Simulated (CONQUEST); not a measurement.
**Geometry relaxation, with input and output: PbTe (part 2 of 2)**

PbTe (Fm-3m, 4 atoms in the cell); Kohn-Sham DFT of a periodic cell, LDA, PseudoDojo NC LDA, no spin polarisation (CONQUEST 1.3); 3×3×2 k-mesh, fermi-dirac of 0.003 eV. The structure derives from an entry of the Crystallography Open Database. The geometry was changed: volume scaled by 0.92. The settings are looser than a standard set-up, so the numbers are not reference values.

Geometry of the input (Å; fractional positions):
```
4.4441  0.0000  0.0000
0.0000  4.4441  0.0000
0.0000  0.0000  6.2849
Pb 0.0000  0.0000  0.0000
Pb 0.5000  0.5000  0.5000
Te 0.0000  0.0000  0.5000
Te 0.5000  0.5000  0.0000
```

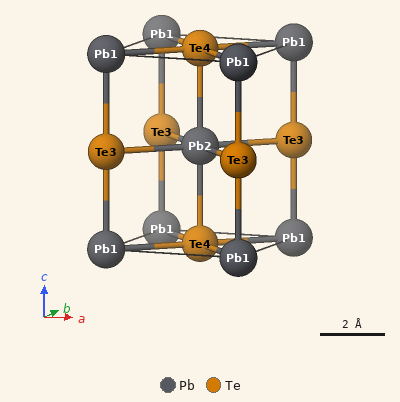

Fig. 1: The geometry at step 2 of the log (ball-and-stick view of the cell of the calculation, seen slightly off an axis; atoms are numbered from 1 in the order of the input).

### Output, continued
```
      PulayMixSC: Starting Pulay mixing, A_up =  0.500 A_dn =  0.500
      PulayMixSC: Spin non-polarised calculation.
          Harris-Foulkes Energy            :      -349.812190082382699 Ha
      PulayMixSC: Pulay iteration     1 residual:              0.10194E-01
          Harris-Foulkes Energy            :      -349.812189632884724 Ha
      PulayMixSC: Pulay iteration     2 residual:              0.56183E-04
          Harris-Foulkes Energy            :      -349.812189589358695 Ha
      PulayMixSC: Pulay iteration     3 residual:              0.14986E-04
          Harris-Foulkes Energy            :      -349.812189587667490 Ha
      PulayMixSC: Pulay iteration     4 residual:              0.41660E-05
          Harris-Foulkes Energy            :      -349.812189587529701 Ha
      PulayMixSC: Pulay iteration     5 residual:              0.52944E-06
      PulayMixSC: Reached SCF tolerance of  0.52944E-06 after      5 iterations
      | Number of electrons      =        60.000086
      |* Harris-Foulkes energy   =      -349.812189587529701 Ha
      |* DFT total energy        =      -349.812189587528337 Ha
      get_E_and_F: Change in energy during last step of electronic optimisation:  0.13779E-09
      PulayMixSC: Starting Pulay mixing, A_up =  0.500 A_dn =  0.500
      PulayMixSC: Spin non-polarised calculation.
          Harris-Foulkes Energy            :      -349.812084339997057 Ha
      PulayMixSC: Pulay iteration     1 residual:              0.10172E-01
          Harris-Foulkes Energy            :      -349.812083892628834 Ha
      PulayMixSC: Pulay iteration     2 residual:              0.55662E-04
          Harris-Foulkes Energy            :      -349.812083850441809 Ha
      PulayMixSC: Pulay iteration     3 residual:              0.14963E-04
          Harris-Foulkes Energy            :      -349.812083848831321 Ha
      PulayMixSC: Pulay iteration     4 residual:              0.41955E-05
          Harris-Foulkes Energy            :      -349.812083848698535 Ha
      PulayMixSC: Pulay iteration     5 residual:              0.51221E-06
      PulayMixSC: Reached SCF tolerance of  0.51221E-06 after      5 iterations
      | Number of electrons      =        60.000095
      |* Harris-Foulkes energy   =      -349.812083848698535 Ha
      |* DFT total energy        =      -349.812083848699217 Ha
      get_E_and_F: Change in energy during last step of electronic optimisation:  0.13279E-09

      safemin_full: Interpolating minimum

      PulayMixSC: Starting Pulay mixing, A_up =  0.500 A_dn =  0.500
      PulayMixSC: Spin non-polarised calculation.
          Harris-Foulkes Energy            :      -349.812172242755707 Ha
      PulayMixSC: Pulay iteration     1 residual:              0.78124E-02
          Harris-Foulkes Energy            :      -349.812171995893607 Ha
      PulayMixSC: Pulay iteration     2 residual:              0.43372E-04
          Harris-Foulkes Energy            :      -349.812171972191720 Ha
      PulayMixSC: Pulay iteration     3 residual:              0.11541E-04
          Harris-Foulkes Energy            :      -349.812171971312523 Ha
      PulayMixSC: Pulay iteration     4 residual:              0.30984E-05
          Harris-Foulkes Energy            :      -349.812171971239991 Ha
      PulayMixSC: Pulay iteration     5 residual:              0.39683E-06
      PulayMixSC: Reached SCF tolerance of  0.39683E-06 after      5 iterations
      | Number of electrons      =        60.000089
      |* Harris-Foulkes energy   =      -349.812171971239991 Ha
      |* DFT total energy        =      -349.812171971236978 Ha

      force: Forces on atoms (Ha/a0)
      force:  Atom   X              Y              Z
      force:     1  -0.0000000000  -0.0000000000  -0.0000000005
      force:     2  -0.0000000000  -0.0000000000  -0.0000000003
      force:     3   0.0000000000  -0.0000000000  -0.0000000003
      force:     4  -0.0000000000  -0.0000000000   0.0000000002

      force: Maximum force :        0.00000000(Ha/a0) on atom         1 in z direction
      force: Force Residual:        0.00000000 Ha/a0
      force: Total stress:         -0.97700855    -0.97700855    -0.94050311 GPa
      force: Average pressure:      0.96484007 GPa

      get_E_and_F: Change in energy during last step of electronic optimisation:  0.72532E-10

      safemin_full: exit after    3 iterations with enthalpy     -349.7831080574 Ha

      Simulation cell dimensions:     8.5270 a0 x     8.5270 a0 x    11.7603 a0

      Atomic coordinates (a0)
         Atom         X         Y         Z  Species
            1    0.0000    0.0000    0.0000        1
            2    4.2635    4.2635    5.8801        1
            3   -0.0000    0.0000    5.8801        2
            4    4.2635    4.2635   -0.0000        2

    GeomOpt - Iter:    2 MaxF:   0.00000000 Ha/a0 H:    -349.78310806 Ha MaxS:   0.05949689 GPa/
    Force Residual:              0.00000000 Ha/a0
    Maximum force:               0.00000000 Ha/a0
    Force tolerance:             0.00050000 Ha/a0
    Maximum stress:              0.05949689 GPa
    Stress tolerance:            0.20000000 GPa
    Change in stress:           -0.19828025 GPa
    Enthalpy change:            -0.00002846 Ha
    Enthalpy tolerance:          0.00001000 Ha

      safemin_full: seeking bracketing triplet of points

      PulayMixSC: Starting Pulay mixing, A_up =  0.500 A_dn =  0.500
      PulayMixSC: Spin non-polarised calculation.
          Harris-Foulkes Energy            :      -349.812157593999359 Ha
      PulayMixSC: Pulay iteration     1 residual:              0.14835E-02
          Harris-Foulkes Energy            :      -349.812157581926385 Ha
      PulayMixSC: Pulay iteration     2 residual:              0.79131E-05
          Harris-Foulkes Energy            :      -349.812157580849259 Ha
      PulayMixSC: Pulay iteration     3 residual:              0.21147E-05
          Harris-Foulkes Energy            :      -349.812157580810037 Ha
      PulayMixSC: Pulay iteration     4 residual:              0.65509E-06
      PulayMixSC: Reached SCF tolerance of  0.65509E-06 after      4 iterations
      | Number of electrons      =        60.000085
      |* Harris-Foulkes energy   =      -349.812157580810037 Ha
      |* DFT total energy        =      -349.812157580804467 Ha
      get_E_and_F: Change in energy during last step of electronic optimisation:  0.39222E-10
      PulayMixSC: Starting Pulay mixing, A_up =  0.500 A_dn =  0.500
      PulayMixSC: Spin non-polarised calculation.
          Harris-Foulkes Energy            :      -349.812142331729547 Ha
      PulayMixSC: Pulay iteration     1 residual:              0.14887E-02
          Harris-Foulkes Energy            :      -349.812142319495592 Ha
      PulayMixSC: Pulay iteration     2 residual:              0.78905E-05
          Harris-Foulkes Energy            :      -349.812142318420854 Ha
      PulayMixSC: Pulay iteration     3 residual:              0.21242E-05
          Harris-Foulkes Energy            :      -349.812142318381063 Ha
      PulayMixSC: Pulay iteration     4 residual:              0.67478E-06
      PulayMixSC: Reached SCF tolerance of  0.67478E-06 after      4 iterations
      | Number of electrons      =        60.000086
      |* Harris-Foulkes energy   =      -349.812142318381063 Ha
      |* DFT total energy        =      -349.812142318374470 Ha
      get_E_and_F: Change in energy during last step of electronic optimisation:  0.39790E-10

      safemin_full: Interpolating minimum

      PulayMixSC: Starting Pulay mixing, A_up =  0.500 A_dn =  0.500
      PulayMixSC: Spin non-polarised calculation.
          Harris-Foulkes Energy            :      -349.812163635983723 Ha
      PulayMixSC: Pulay iteration     1 residual:              0.17759E-02
          Harris-Foulkes Energy            :      -349.812163622657124 Ha
      PulayMixSC: Pulay iteration     2 residual:              0.10199E-04
          Harris-Foulkes Energy            :      -349.812163621393552 Ha
      PulayMixSC: Pulay iteration     3 residual:              0.25583E-05
          Harris-Foulkes Energy            :      -349.812163621356603 Ha
      PulayMixSC: Pulay iteration     4 residual:              0.51886E-06
      PulayMixSC: Reached SCF tolerance of  0.51886E-06 after      4 iterations
      | Number of electrons      =        60.000087
      |* Harris-Foulkes energy   =      -349.812163621356603 Ha
      |* DFT total energy        =      -349.812163621351488 Ha

      force: Forces on atoms (Ha/a0)
      force:  Atom   X              Y              Z
      force:     1   0.0000000000  -0.0000000000   0.0000000106
      force:     2  -0.0000000000   0.0000000000   0.0000000064
      force:     3  -0.0000000001   0.0000000003   0.0000000184
      force:     4   0.0000000004   0.0000000001  -0.0000000145

      force: Maximum force :        0.00000002(Ha/a0) on atom         3 in z direction
      force: Force Residual:        0.00000001 Ha/a0
      force: Total stress:         -0.99596025    -0.99596025    -1.01373546 GPa
      force: Average pressure:      1.00188532 GPa

      get_E_and_F: Change in energy during last step of electronic optimisation:  0.36948E-10

      safemin_full: exit after    3 iterations with enthalpy     -349.7831082537 Ha

      Simulation cell dimensions:     8.5265 a0 x     8.5265 a0 x    11.7582 a0

      Atomic coordinates (a0)
         Atom         X         Y         Z  Species
            1   -0.0000   -0.0000   -0.0000        1
            2    4.2633    4.2633    5.8791        1
            3    0.0000   -0.0000    5.8791        2
            4    4.2633    4.2633    0.0000        2

    GeomOpt - Iter:    3 MaxF:   0.00000002 Ha/a0 H:    -349.78310825 Ha MaxS:   0.01373546 GPa/
    Force Residual:              0.00000001 Ha/a0
    Maximum force:               0.00000002 Ha/a0
    Force tolerance:             0.00050000 Ha/a0
    Maximum stress:              0.01373546 GPa
    Stress tolerance:            0.20000000 GPa
    Change in stress:           -0.03664300 GPa
    Enthalpy change:            -0.00000020 Ha
    Enthalpy tolerance:          0.00001000 Ha

    GeomOpt converged in    3 iterations
    full_cg_run: Maximum stress below threshold:            0.01373546 GPa
    full_cg_run: Maximum force below threshold:             0.00000002 Ha/a0

    BIBLIOGRAPHY: Please consider citing the following references in the conquest.bib file

    CONQUEST:         Bowler2002pt, Miyazaki2004, Nakata2020
    Basis:            Bowler2019
    DM:               Bowler:2006xr
    Pseudopotentials: Hamann2013, Bowler2019
    Cell optimisation:Pfrommer1997
    XC references from LibXC:
      P. A. M. Dirac.,  Math. Proc. Cambridge Philos. Soc. 26, 376 (1930)

    Warnings written to file Conquest_warnings; please check
```

### File coords.dat
```
    8.3980817644     0.0000000000     0.0000000000
    0.0000000000     8.3980817644     0.0000000000
    0.0000000000     0.0000000000    11.8766811297
4
  0.0000000000   0.0000000000   0.0000000000 1 T T T
  0.5000000000   0.5000000000   0.5000000000 1 T T T
  0.0000000000   0.0000000000   0.5000000000 2 T T T
  0.5000000000   0.5000000000   0.0000000000 2 T T T
```

### File coord_next.dat
```
      8.52650586525103371      0.00000000000000000      0.00000000000000000
      0.00000000000000000      8.52650586524925558      0.00000000000000000
      0.00000000000000000      0.00000000000000000     11.75822709757406415
       4
     -0.00000000000115672     -0.00000000000011325     -0.00000000050749349     1  T  T  T
      0.49999999999939060      0.49999999999949718      0.49999999971730885     1  T  T  T
      0.00000000000260895     -0.00000000001405832      0.49999999966460179     2  T  T  T
      0.49999999998108813      0.49999999999302686      0.00000000024765445     2  T  T  T
```

### Trajectory as extended XYZ (Å, eV, eV/Å), 4 frames, from step=0 to step=3
```
4
Lattice="4.4441 0.0000 0.0000 0.0000 4.4441 0.0000 0.0000 0.0000 6.2849" Properties=species:S:1:pos:R:3:forces:R:3 step=0 energy=-9518.82589
Pb    0.0000    0.0000    0.0000    0.0000   0.0000   0.0000
Pb    2.2220    2.2220    3.1424    0.0000   0.0000   0.0000
Te    0.0000    0.0000    3.1424    0.0000   0.0000   0.0000
Te    2.2220    2.2220    0.0000    0.0000   0.0000   0.0000
4
Lattice="4.5143 0.0000 0.0000 0.0000 4.5143 0.0000 0.0000 0.0000 6.2423" Properties=species:S:1:pos:R:3:forces:R:3 step=1 energy=-9518.87647
Pb    0.0000    0.0000    0.0000    0.0000   0.0000   0.0000
Pb    2.2572    2.2572    3.1211    0.0000   0.0000   0.0000
Te    0.0000    0.0000    3.1211    0.0000   0.0000   0.0000
Te    2.2572    2.2572    0.0000    0.0000   0.0000   0.0000
4
Lattice="4.5123 0.0000 0.0000 0.0000 4.5123 0.0000 0.0000 0.0000 6.2233" Properties=species:S:1:pos:R:3:forces:R:3 step=2 energy=-9518.87413
Pb    0.0000    0.0000    0.0000    0.0000   0.0000   0.0000
Pb    2.2562    2.2562    3.1116    0.0000   0.0000   0.0000
Te    0.0000    0.0000    3.1116    0.0000   0.0000   0.0000
Te    2.2562    2.2562    0.0000    0.0000   0.0000   0.0000
4
Lattice="4.5120 0.0000 0.0000 0.0000 4.5120 0.0000 0.0000 0.0000 6.2222" Properties=species:S:1:pos:R:3:forces:R:3 step=3 energy=-9518.87390
Pb    0.0000    0.0000    0.0000    0.0000   0.0000   0.0000
Pb    2.2560    2.2560    3.1111    0.0000   0.0000   0.0000
Te    0.0000    0.0000    3.1111    0.0000   0.0000   0.0000
Te    2.2560    2.2560    0.0000    0.0000   0.0000   0.0000
```

### Results in brief

```json
{"quantity": "outcome", "value": "converged"}
{"quantity": "space group (tolerance 0.01 Å)", "value": "Fm-3m (225) → I4/mmm (139)"}
{"quantity": "electrons treated", "value": "60"}
{"quantity": "free energy", "value": "−9518.8739 eV"}
{"quantity": "Fermi energy", "value": "−3.405 eV"}
{"quantity": "gap on the k-point mesh", "value": "1.78 eV"}
{"quantity": "pressure", "value": "1.00 GPa"}
{"quantity": "final volume", "value": "126.67 Å³"}
{"quantity": "largest force (length of the vector) at the end", "value": "under 0.001 eV/Å"}
{"quantity": "final cell", "value": "a = 4.512 Å, b = 4.512 Å, c = 6.222 Å, α = 90.00°, β = 90.00°, γ = 90.00°"}
{"quantity": "hardware", "value": "1 thread of Intel Xeon (Sapphire Rapids), 16 GiB of memory available, shared host"}
{"quantity": "wall time", "value": "2.4 min"}
{"quantity": "peak memory", "value": "0.81 GiB"}
```

Settings chosen away from the usual ones: Diag.GammaCentred set to F; SC.AbsResidual set to T. The settings depart from the standard set-up of this series, which can bear on the numbers. Further notes kept with the run: full_cg_run:: Maximum force below threshold; consider only optimising cell. Spin–orbit coupling is left out, which matters for Pb.
